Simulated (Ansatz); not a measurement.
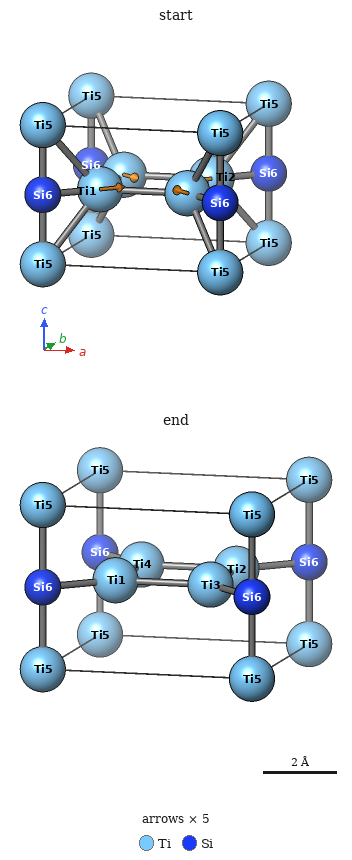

The structure of a crystal of Ti₅Si (a generated structure, set up in P4/mmm) (coarse preliminary run) before (top) and after (bottom) a relaxation, at one scale. The orange arrows give the displacements (the part carried along by the change of the cell is left out), 5 times their true length.

A ball-and-stick model of the cell of the calculation, seen slightly off an axis.

The calculation used DFT PBE, scalar-relativistic, plane waves, PAW (Ansatz 0.2.0).

The input:
```yaml
crystal:
  lattice:
    - [5.06481132, 0.0, 0.0]
    - [0.0, 5.06481132, 0.0]
    - [0.0, 0.0, 3.88594341]
  atoms:
    - { symbol: Ti, position: [0.25349198, 0.25349198, 0.5] }
    - { symbol: Ti, position: [0.74650802, 0.74650802, 0.5] }
    - { symbol: Ti, position: [0.74650802, 0.25349198, 0.5] }
    - { symbol: Ti, position: [0.25349198, 0.74650802, 0.5] }
    - { symbol: Ti, position: [0.0, 0.0, 0.0] }
    - { symbol: Si, position: [0.0, 0.0, 0.5] }
basis:
  ecutwfc: 420
kpoints:
  mp_grid: { grid: [4, 4, 4] }
hamiltonian:
  xc: pbe
scf:
  occupations: { method: gaussian, width: 0.1 }
  lower_state_search: "off"
output:
  forces: true
  stress: true
  eigenvalues: true
relax:
  adjacent_minimum: "off"
  f_tol: 0.04
  max_steps: 70
  cell: { stress_tol: 0.4 }
```

Run as
```bash
ansatz run input.yaml --threads 1 --pin off --max-ram 2560MiB --backend cpu --events-out ev --progress --plain --runs-dir out
```

Summarise the run.

After 6 accepted moves (8 points after the start) the energy has fallen by 2243 meV per atom. The largest force component goes from 9.4 to 0.036 eV/Å. The pressure goes from 81.23 to −0.18 GPa. At 2 points the geometry stayed and the basis and grid were re-selected for the new cell (energy shift of 49.5 meV per atom at most each time). The largest moves relative to the cell, 0.16 Å, are those of Ti1, Ti2, Ti3 and Ti4. Ti1 goes along [1 1 0]. Si stays in place. The volume changes by +64.1 %, with a = b 5.065 → 5.972 Å (+17.9 %), c 3.886 → 4.587 Å (+18.0 %). Near-neighbour distances that change, for instance: Ti1–Ti3 2.568 → 3.261 Å, Ti1–Ti5 2.659 → 3.252 Å, Ti1–Si6 1.816 → 2.306 Å, Ti5–Si6 1.943 → 2.293 Å. The space group stays P4/mmm (No. 123).

Limits of the set-up: the k-point mesh is coarse for a cell with partly filled bands.
